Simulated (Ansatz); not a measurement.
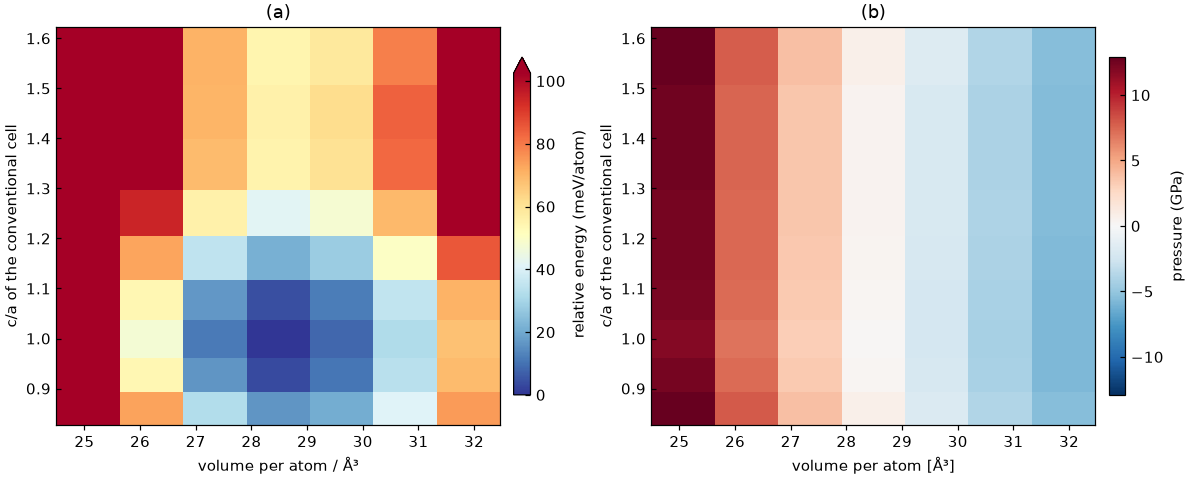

Bi (Im-3m, No. 229; 1 atom in the cell). 
- The energy is mapped over volume and the cell's shape.
- First axis: volume per atom. Second axis: c/a of the conventional cell.
- Nothing is relaxed (symmetry fixes all fractional coordinates).
- The grid has 7 × 9 points.
- Points are written as (first, second).
- All energies are given in meV/atom relative to the lowest grid point.
- Computed with DFT PBEsol+D3(BJ), scalar-relativistic, plane waves, PAW (Ansatz 0.2.0). Settings: cutoff 420 eV, k-mesh 18×18×18, gaussian smearing 0.15 eV, no spin polarisation.

Panel (a) is the energy; panel (b) is the computed pressure, in GPa.

Drawn: one coloured cell a grid point, one colour for all values above the top of the scale.

Q: How does the pressure vary over the map, and what is it at the lowest grid point?

A: It runs from −5.8 GPa at (31.90 Å³, 1.078) to 12.9 GPa at (25.07 Å³, 0.861). At the lowest grid point, (28.48 Å³, 1.000) [bcc], it is 0.1 GPa. The pressure is minus the slope of the energy with volume, so it vanishes at the true minimum, which need not be a grid point.
